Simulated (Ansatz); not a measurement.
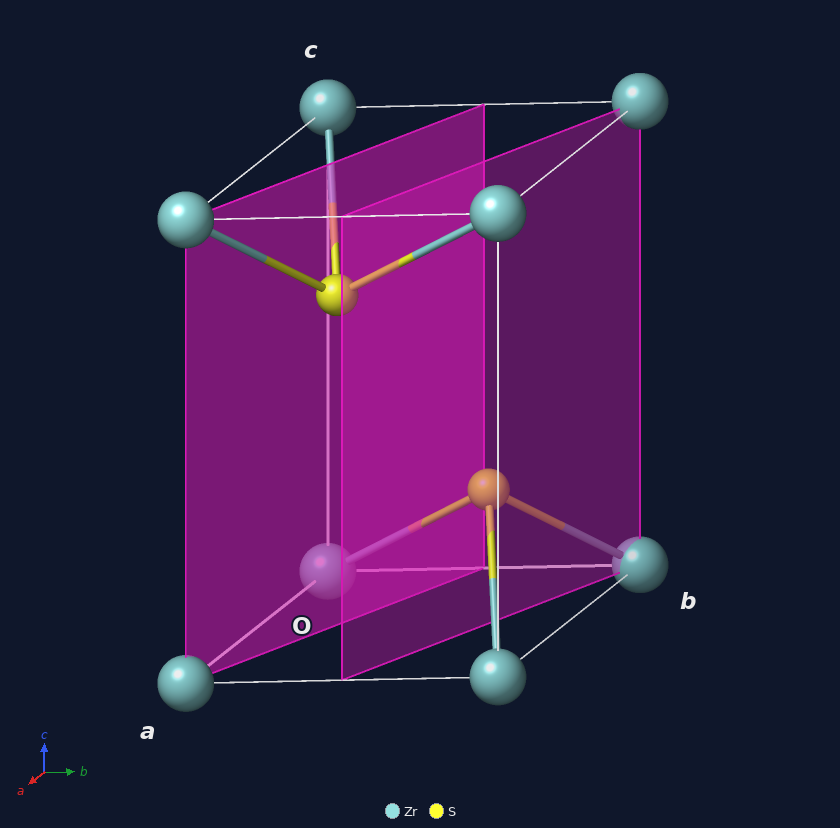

Crystal: ZrS₂, coordinates from a relaxation with Ansatz 0.2.0, DFT PBEsol, scalar-relativistic, plane waves, PAW. Every member of one family of equally spaced planes, hx + ky + lz = a whole number, that cuts the unit cell is shaded (one member passes through the origin O, touching the cell only at an edge or corner). All values are computed from the atomic coordinates in the standard setting (tolerance 0.002 Å).

a = 3.627 Å, b = 3.627 Å, c = 5.876 Å, α = 90.00°, β = 90.00°, γ = 120.00°.

What are the Miller indices?

Answer. (1 2 0), in four indices (1 2 −3 0); the opposite sign names the same planes. The member next to the origin meets the axes a at 1, b at 1/2, c never.

What is the spacing?

Answer. d = 1.187 Å.

Which atoms of the cell lie in these planes (within 0.03 Å)?

Answer. The Zr atom.

The space group is P-3m1 (No. 164). How many reflections hkl are equivalent to this one (itself included), and does it occur?

Answer. 12 reflections are equivalent in the Laue class -3m. The space group allows the reflection.
